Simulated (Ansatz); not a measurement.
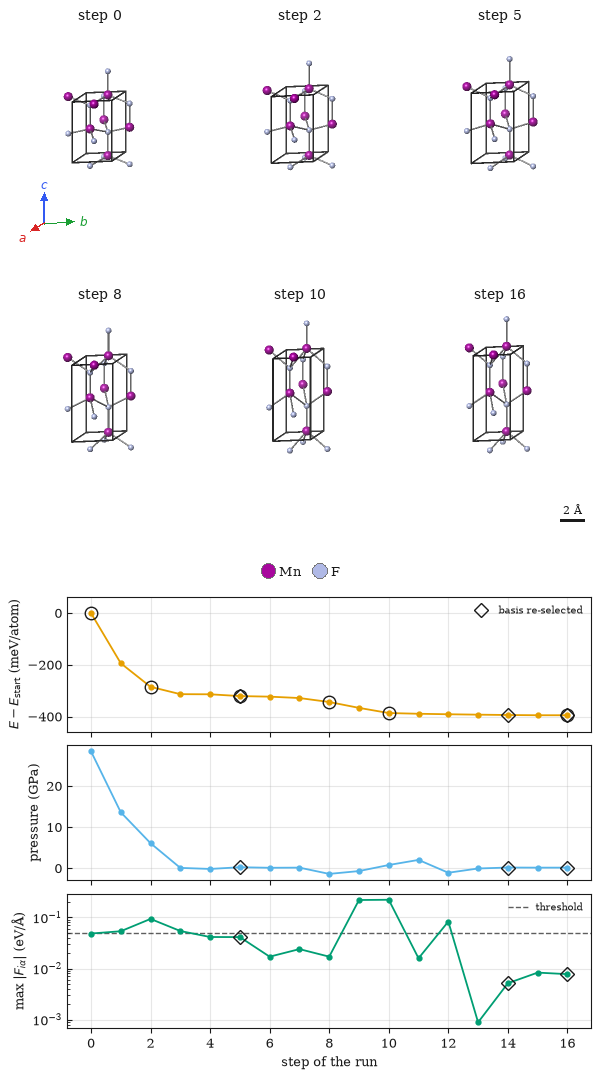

Frames of a relaxation of a crystal of MnF (a generated structure, set up in P6_3mc) (coarse preliminary run), marked on the history of the run. Style: ball-and-stick. Shown: the cell of the calculation, slightly off an axis.

Case: O → F on all its sites, cell and atoms relaxed.

Theory: Ansatz, DFT r2SCAN+U, scalar-relativistic, plane waves, PAW.

Input
```yaml
crystal:
  lattice:
    - [3.3654074233, 0.0, 0.0]
    - [-1.6827037116, 2.9145283226, 0.0]
    - [0.0, 0.0, 5.2347430213]
  atoms:
    - { symbol: Mn, position: [0.3333333333, 0.6666666667, -0.0018230057], spin: 4.42 }
    - { symbol: Mn, position: [0.6666666667, 0.3333333333, 0.4981769943], spin: 4.42 }
    - { symbol: F, position: [0.3333333333, 0.6666666667, 0.3882530057] }
    - { symbol: F, position: [0.6666666667, 0.3333333333, 0.8882530057] }
basis:
  ecutwfc: 500
kpoints:
  mp_grid: { grid: [6, 6, 4] }
hamiltonian:
  xc: r2scan
  hubbard: { sites: [{ species: Mn, l: d, u_eff: 3.9 }] }
scf:
  occupations: { method: gaussian, width: 0.1 }
output:
  forces: true
  stress: true
  eigenvalues: true
  populations: true
magnetization:
  spin_polarized: true
relax:
  adjacent_minimum: "off"
  f_tol: 0.05
  max_steps: 60
  cell: { stress_tol: 0.5 }
```

Run as
```bash
ansatz run input.yaml --threads 1 --pin off --max-ram 2560MiB --backend cpu --events-out ev --progress --plain --runs-dir out
```

> What happens along the run?

After 13 accepted moves (16 points after the start) the energy has fallen by 394 meV per atom. Largest force component: 0.048 eV/Å at the start, 0.0078 eV/Å at the end. The pressure goes from 28.46 to 0.16 GPa. At 3 points the geometry stayed and the basis and grid were re-selected for the new cell (energy shift of 6.9 meV per atom at most each time). The largest moves relative to the cell, 0.26 Å, are those of Mn1, Mn2, F3 and F4. F3 goes along −c. By element the largest moves are F 0.26 Å, Mn 0.26 Å. The volume changes by +24.2 %, with a = b 3.365 → 3.166 Å (−5.9 %), c 5.235 → 7.349 Å (+40.4 %). Among the contacts that change: Mn1–F3 2.042 → 2.337 Å, Mn1–F4 2.026 → 2.265 Å. Among the angles between lasting bonds that change: Mn1–F4–Mn1 112.3° → 88.7°, F4–Mn1–F4 112.3° → 88.7°, F3–Mn1–F4 106.5° → 126.2°. The space group stays P6_3mc (No. 186). From step 0 to 2: Mn and F atoms move most (0.03 Å), volume +23.4 %, energy −285 meV per atom. From step 2 to 5: Mn and F atoms move most (0.04 Å), volume +9.2 %, energy −35.8 meV per atom. From step 5 to 8: Mn and F atoms move most (0.13 Å), volume −0.8 %, energy −22.9 meV per atom. From step 8 to 10: Mn and F atoms move most (0.09 Å), volume −8.8 %, energy −42.6 meV per atom. From step 10 to 16: Mn and F atoms move most (0.05 Å), volume +1.9 %, energy −8.5 meV per atom.
